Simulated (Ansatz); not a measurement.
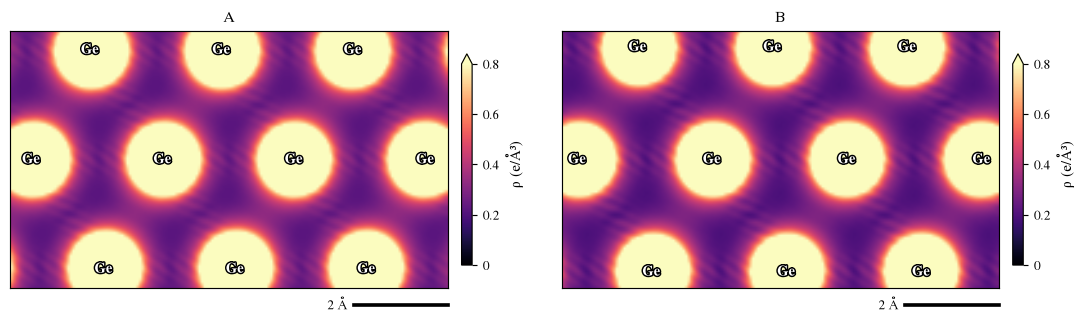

Ge. The valence charge density (pseudo) of two cells that differ in size and shape, on the (001) plane of each (indices in the axes of the calculation cell), at one length scale and on one colour scale; one has 17.3 and the other 18.2 Å³ an atom.

Space group Cmmm; a structure from a database of computed crystals, not necessarily the ambient phase.

Computed with Ansatz 0.2.0, DFT PBEsol, scalar-relativistic, plane waves, PAW.

The density is the valence pseudo-density of a PAW calculation; it isn't the true density close to the nuclei.

The larger cell:

```yaml
crystal:
  lattice:
    - [1.36222, -2.53550, 0.00000]
    - [1.36222, 2.53550, 0.00000]
    - [0.00000, 0.00000, 2.63078]
  atoms:
    - { symbol: Ge, position: [0.50000, 0.50000, 0.00000] }
```

The smaller cell: a = 2.804 Å, b = 2.804 Å, c = 2.631 Å, α = 90.00°, β = 90.00°, γ = 123.51°.

> Which is the denser cell? Describe the effect of the change.

Panel A is the smaller cell, by 5 % in volume. From the larger cell to the smaller, Ge–Ge goes from 2.72 to 2.65 Å, and the density at its midpoint from 0.29 to 0.33 e/Å³; the pressure goes from 1.2 to 6 GPa.
